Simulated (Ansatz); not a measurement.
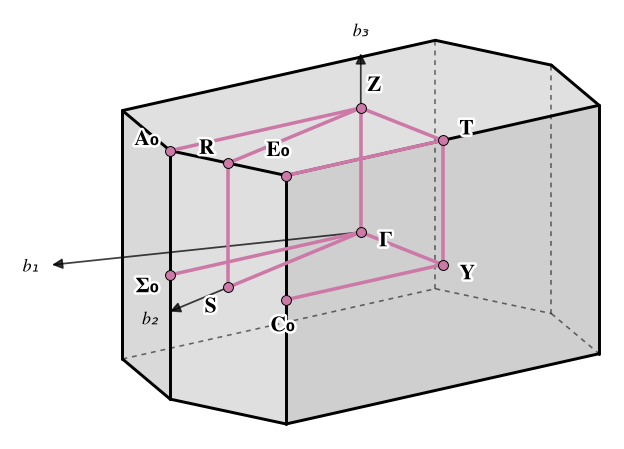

For Se, the end point of a relaxation with DFT PBE, scalar-relativistic, plane waves, PAW in Ansatz: the figure shows the first Brillouin zone with its special points and a band path. Symmetry computed with spglib at a tolerance of 0.002 Å; standard conventional cell.

Labels and path follow the convention of Hinuma et al. (2017), as computed by seekpath; the arrows show the directions of the reciprocal primitive vectors b₁, b₂, b₃.

What lattice type do the shape and the labels point to?

A base-centred orthorhombic lattice (oC; extended symbol oC1). The zone is a hexagonal prism in its combinatorial type: 8 faces (6 with 4 edges, 2 with 6 edges), 18 edges, 12 vertices.

Write the standard path through the labelled points.

Γ–Y–C₀ | Σ₀–Γ–Z–A₀ | E₀–T–Y | Γ–S–R–Z–T
